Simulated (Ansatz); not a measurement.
## Electronic structure of GaN in real space

Input file:

```
crystal:
  lattice:
    - [3.0398590036, 0.0, 0.0]
    - [-1.5199295018, 2.7566441058, 0.0]
    - [0.0, 0.0, 5.183596246]
  atoms:
    - { symbol: Ga, position: [0.3333333333, 0.6666666667, 0.9991101048] }
    - { symbol: Ga, position: [0.6666666667, 0.3333333333, 0.4991101048] }
    - { symbol: "N", position: [0.3333333333, 0.6666666667, 0.3758898952] }
    - { symbol: "N", position: [0.6666666667, 0.3333333333, 0.8758898952] }
basis:
  ecutwfc: 500
kpoints:
  mp_grid: { grid: [12, 12, 6] }
hamiltonian:
  xc: r2scan
scf:
  occupations: { method: gaussian, width: 0.05 }
output:
  forces: true
  stress: true
  eigenvalues: true
  write_density: true
  write_potential: true
  elf: true
  volumetric_format: npy
```

Run with:

```sh
ansatz run input.yaml --threads 1 --pin off --max-ram 2560MiB --backend cpu --events-out ev --progress --plain --runs-dir out
```

Below, planes, directions and counts refer to the conventional cell (a = 3.04 Å, b = 5.51 Å, c = 5.18 Å, α = 90.00°, β = 90.00°, γ = 90.00°).

Space group Cmc2₁; changed on purpose from its base cell (strain -0.0450 x Voigt [1, 0, 0, 0, 0, 0], atoms carried along); not relaxed (largest force 0.6 eV/Å); computed pressure about 10 GPa in this cell.

These are results of DFT r2SCAN, scalar-relativistic, plane waves, PAW (Ansatz 0.2.0), not measurements.

In a PAW calculation such maps are meaningful between the atoms, not at the nuclei.

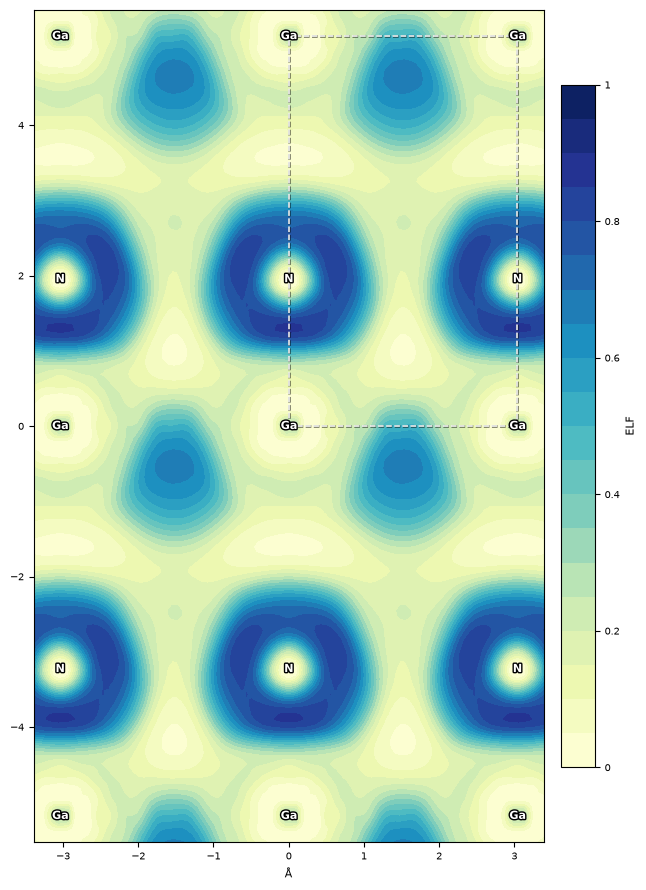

Figure 1. ELF on the (010) plane of the conventional cell.

What does the map show?

Atoms in the plane: Ga and N. Atoms just off the plane (Ga, 0.9 Å away and N, 0.9 Å away) can leave unmarked features too. Ga–N (1.95 Å): the ELF peaks at about 0.85 in the valence shell of N, 0.7 Å from its nucleus, and is about 0.50 at the midpoint.

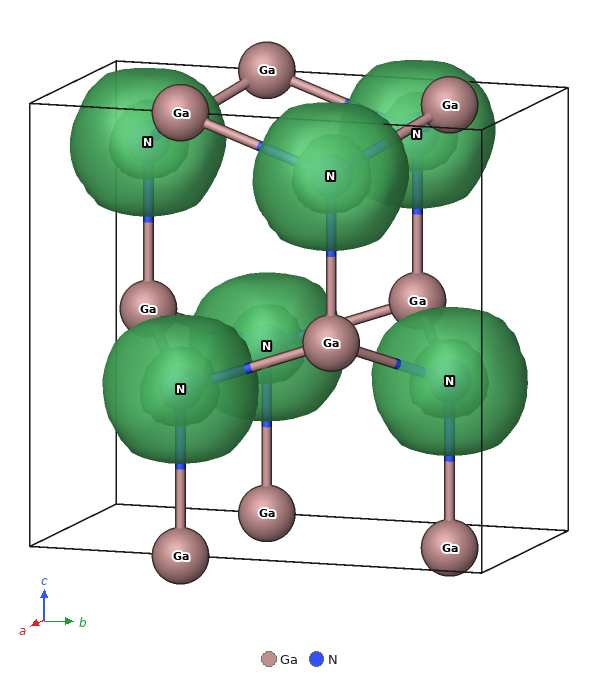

Figure 2. Isosurface of the ELF at 0.7 (green), seen slightly off an axis. Core shells and regions of very low density are left out. Sticks mark near contacts.

What do the ELF domains correspond to?

The ELF exceeds this value in four regions wrapped around N (the valence shell of each), counted in one cell of 8 atoms. Regions shared between cells count once. Along the contacts the grid gives the following. Ga–N (1.89 Å): the ELF peaks at about 0.85 in the valence shell of N, 0.6 Å from its nucleus, and is about 0.50 at the midpoint.

Metal or insulator at this level of theory?

It is gapped, with a Kohn–Sham gap of 2.4 eV on the k-point mesh (the band edges may lie off the mesh, which would make the gap smaller).
